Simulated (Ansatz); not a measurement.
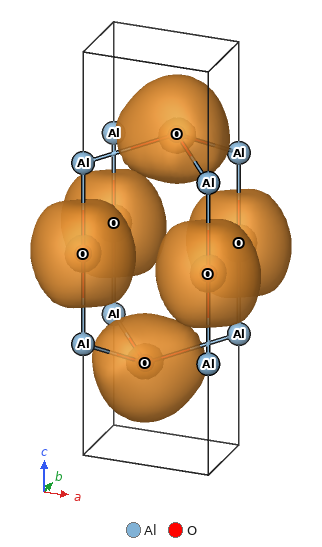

*Al2O3. Isosurface of the ELF at 0.65 (orange), seen slightly off an axis. Core shells and regions of very low density are left out. Sticks mark near contacts.*

Space group P-3m1; a structure from a database of computed crystals, not necessarily the ambient phase.

Method: DFT PBE+D3(BJ), scalar-relativistic, plane waves, PAW in Ansatz.

In a PAW calculation such maps are meaningful between the atoms, not at the nuclei.

Q: Where are the electrons localised?

A: The ELF exceeds this value in three regions on O in which the atom's valence shell and bonds are merged, counted in one cell of 5 atoms. Regions shared between cells count once. Profiles from the grid: Al–O (1.67 Å): the ELF peaks at about 0.85 in the valence shell of O, 0.6 Å from its nucleus, and is about 0.80 at the midpoint. Al–O (1.83 Å): the ELF peaks at about 0.85 in the valence shell of O, 0.7 Å from its nucleus, and is about 0.85 at the midpoint.
